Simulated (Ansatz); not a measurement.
# Ga$_{3}$S$_{2}$: what the fields show

```yaml
crystal:
  lattice:
    - [5.20792, 0.00000, 0.00000]
    - [0.00000, 5.20792, 0.00000]
    - [0.00000, 0.00000, 7.45931]
  atoms:
    - { symbol: Ga, position: [0.00000, 0.50000, 0.00000] }
    - { symbol: Ga, position: [0.50000, 0.00000, 0.50000] }
    - { symbol: Ga, position: [0.50000, 0.00000, 0.00000] }
    - { symbol: Ga, position: [0.00000, 0.50000, 0.50000] }
    - { symbol: Ga, position: [0.00000, 0.00000, 0.50000] }
    - { symbol: Ga, position: [0.50000, 0.50000, 0.00000] }
    - { symbol: S, position: [0.00000, 0.00000, 0.82110] }
    - { symbol: S, position: [0.50000, 0.50000, 0.32110] }
    - { symbol: S, position: [0.00000, 0.00000, 0.17890] }
    - { symbol: S, position: [0.50000, 0.50000, 0.67890] }
```

Space group I4/mmm; a structure generated by program, which may or may not match a known phase; computed without spin polarisation.

Theory: DFT PBE, scalar-relativistic, plane waves, PAW in Ansatz.

Core electrons are frozen (PAW), and the valence fields are smoothed inside the atomic spheres.

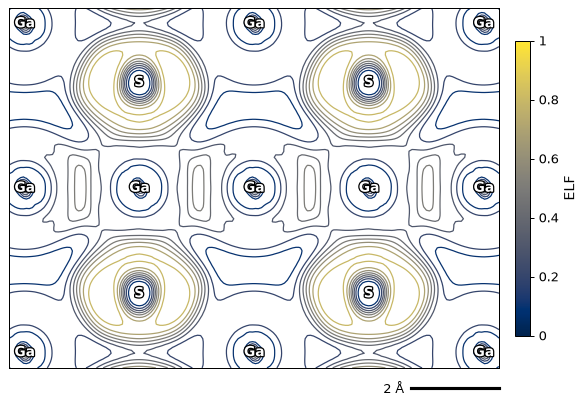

Figure 1. ELF on the (010) plane of the conventional cell.

> What does the map show?

The plane passes through Ga and S nuclei.
Ga–S (2.40 Å): the ELF peaks at about 0.80 in the valence shell of S, 0.8 Å from its nucleus, and is about 0.55 at the midpoint.
The features right at Ga lie inside the PAW spheres, where the map follows smoothed inner orbitals and isn't to be read closely.

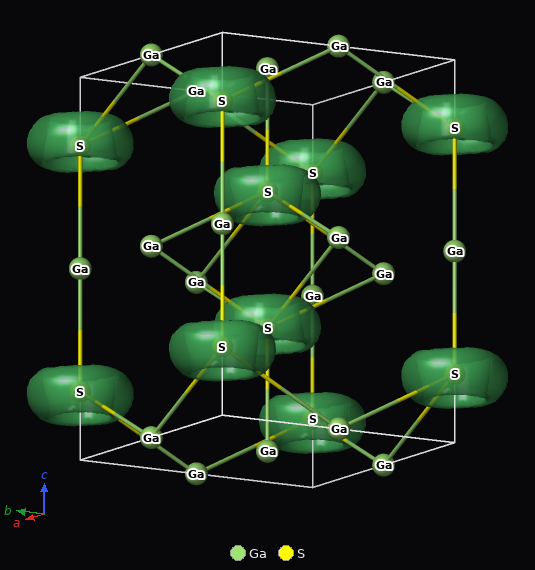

Figure 2. Isosurface of the electron localisation function at 0.85 (green), seen at an oblique angle. Only the valence region is drawn (cores and ρ < 0.01 e/Å³ removed). Sticks mark near contacts.

> What do the ELF domains correspond to?

The surface consists of four regions wrapped around S (the valence shell of each), counted in one cell of 10 atoms. Regions shared between cells count once.

> Metal or insulator at this level of theory?

It is metallic or semimetallic at this level of theory: no gap opens.
